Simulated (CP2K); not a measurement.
**MoS2: single-point calculation**

System: MoS2 (P-6m2, 3 atoms in the cell).
Method: DFTB (no charge self-consistency), tables shipped with the program (CP2K 2026.2).

The structure derives from a Materials Project entry. The geometry comes from this level: r2scan-rvv10.

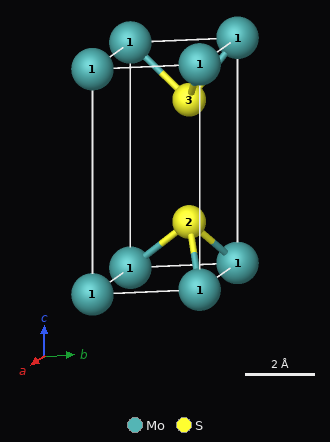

The input geometry (ball-and-stick view of the cell of the calculation, seen slightly off an axis; atoms are numbered from 1 in the order of the input). Near neighbours in the crystal (not all of them lie inside the picture): Mo has 6 S at 2.40 Å; S has 3 Mo at 2.40 Å.

## Input
```
&GLOBAL
 PROJECT run
 RUN_TYPE ENERGY_FORCE
 PRINT_LEVEL LOW
&END GLOBAL
&FORCE_EVAL
 METHOD QS
 STRESS_TENSOR ANALYTICAL
 &DFT
  &QS
   METHOD DFTB
   &DFTB
    SELF_CONSISTENT F
    &PARAMETER
     PARAM_FILE_PATH DFTB/nonscc
     PARAM_FILE_NAME nonscc_parameter
    &END PARAMETER
   &END DFTB
  &END QS
  &POISSON
   &EWALD
    EWALD_TYPE SPME
    GMAX 25
   &END EWALD
  &END POISSON
  &KPOINTS
   SCHEME MONKHORST-PACK 5 5 5
   SYMMETRY F
   FULL_GRID F
  &END KPOINTS
  &SCF
   ADDED_MOS 9
   EPS_SCF 1e-6
   MAX_SCF 80
   &DIAGONALIZATION
   &END DIAGONALIZATION
   &MIXING
    METHOD DIRECT_P_MIXING
    ALPHA 0.3
   &END MIXING
   &SMEAR
    METHOD FERMI_DIRAC
    ELECTRONIC_TEMPERATURE [K] 232
   &END SMEAR
   &PRINT
    &ITERATION_INFO
    &END ITERATION_INFO
   &END PRINT
  &END SCF
  &PRINT
   &BAND_STRUCTURE
    FILE_NAME bands.bs
    ADDED_MOS 6
    &KPOINT_SET
     UNITS B_VECTOR
     SPECIAL_POINT 0.00000000 0.00000000 0.00000000
     NPOINTS 0
    &END KPOINT_SET
    &KPOINT_SET
     UNITS B_VECTOR
     SPECIAL_POINT 0.50000000 0.00000000 0.00000000
     NPOINTS 0
    &END KPOINT_SET
    &KPOINT_SET
     UNITS B_VECTOR
     SPECIAL_POINT 0.33333333 0.33333333 0.00000000
     NPOINTS 0
    &END KPOINT_SET
    &KPOINT_SET
     UNITS B_VECTOR
     SPECIAL_POINT 0.00000000 0.00000000 0.50000000
     NPOINTS 0
    &END KPOINT_SET
    &KPOINT_SET
     UNITS B_VECTOR
     SPECIAL_POINT 0.50000000 0.00000000 0.50000000
     NPOINTS 0
    &END KPOINT_SET
    &KPOINT_SET
     UNITS B_VECTOR
     SPECIAL_POINT 0.33333333 0.33333333 0.50000000
     NPOINTS 0
    &END KPOINT_SET
    &KPOINT_SET
     UNITS B_VECTOR
     SPECIAL_POINT 0.25000000 0.00000000 0.00000000
     NPOINTS 0
    &END KPOINT_SET
    &KPOINT_SET
     UNITS B_VECTOR
     SPECIAL_POINT 0.00000000 0.25000000 0.00000000
     NPOINTS 0
    &END KPOINT_SET
    &KPOINT_SET
     UNITS B_VECTOR
     SPECIAL_POINT 0.00000000 0.00000000 0.25000000
     NPOINTS 0
    &END KPOINT_SET
    &KPOINT_SET
     UNITS B_VECTOR
     SPECIAL_POINT 0.25000000 0.25000000 0.00000000
     NPOINTS 0
    &END KPOINT_SET
    &KPOINT_SET
     UNITS B_VECTOR
     SPECIAL_POINT 0.25000000 0.00000000 0.25000000
     NPOINTS 0
    &END KPOINT_SET
    &KPOINT_SET
     UNITS B_VECTOR
     SPECIAL_POINT 0.00000000 0.25000000 0.25000000
     NPOINTS 0
    &END KPOINT_SET
    &KPOINT_SET
     UNITS B_VECTOR
     SPECIAL_POINT 0.25000000 0.25000000 0.25000000
     NPOINTS 0
    &END KPOINT_SET
   &END BAND_STRUCTURE
  &END PRINT
 &END DFT
 &SUBSYS
  &CELL
   A 3.17096011 0.00000000 0.00000000
   B -1.58548005 2.74613201 0.00000000
   C 0.00000000 0.00000000 6.81003568
  &END CELL
  &COORD
   SCALED
   Mo 0.00000000 -0.00000000 0.00000000
   S 0.33333333 0.66666667 0.22852741
   S 0.33333333 0.66666667 0.77147259
  &END COORD
 &END SUBSYS
 &PRINT
  &STRESS_TENSOR
  &END STRESS_TENSOR
  &FORCES
  &END FORCES
 &END PRINT
&END FORCE_EVAL
```

Run on 2 threads of Arm Neoverse V1, 24 GiB of memory available, shared host.

Launch command:
```bash
cp2k.psmp -i run.inp
```

## Log
```
n930kk

 CP2K| version string:                                       CP2K version 2026.2
 CP2K|            -lib tblite libvori libbqb
 CP2K| Input file name                                                   run.inp

 GLOBAL| Force Environment number                                              1
 GLOBAL| Cholesky decomposition library                                ScaLAPACK
 GLOBAL| Direct generalized diagonalization requested                          F
 GLOBAL| Matrix multiplication library                                 ScaLAPACK

 GENERATE|  Preliminary Number of Bonds generated:                             0
 GENERATE|  Achieved consistency in connectivity generation.

              #####   #####        # ######  ####### ####### ######
             #     # #     #      #  #     # #          #    #     #
             #     # #           #   #     # #          #    #     #
             #     #  #####     #    #     # #####      #    ######
             #   # #       #   #     #     # #          #    #     #
             #    #  #     #  #      #     # #          #    #     #
              #### #  #####  #       ######  #          #    ######

                                    Version 0.2
                               J. Hutter and T. Heine

 *******************************************************************************
 *   ___                                                                       *
 *  /   \                                                                      *
 * [ABORT]                                                                     *
 *  \___/  Failure in assigning KINDS <S> and <MO> to a DFTB interaction pair! *
 *    |                                                                        *
 *  O/|                                                                        *
 * /| |                                                                        *
 *******************************************************************************

 ===== Routine Calling Stack =====

            2 qs_init_subsys
            1 CP2K

Program received signal SIGABRT: Process abort signal.

Backtrace for this error:
#0  0x516bca19f957 in ???
#1  0x516beaa54cac in __pthread_kill_implementation
#2  0x516bea9fbfb7 in raise
#3  0x516bea9e5d37 in abort
#4  0x516bca872d83 in ???
#5  0x516bca874297 in ???
#6  0x516bcb57f1af in ???
#7  0x516bca43fdcb in ???
#8  0x516bca445af3 in ???
#9  0x516bca24546f in ???
#10  0x516bcab26783 in ???
#11  0x516bcab29d0b in ???
#12  0x516bca240db3 in ???
#13  0x516bca23ef13 in ???
#14  0x516bea9e6573 in __libc_start_call_main
#15  0x516bea9e6657 in __libc_start_main_impl
#16  0x516bca23f06f in ???
#17  0xffffffffffffffff in ???
```

## What the run reported

| quantity | value |
| --- | --- |
| outcome | refused by the program |
| space group (tolerance 0.01 Å) | P-6m2 (187) |

## Diagnosis

The program refused the input.
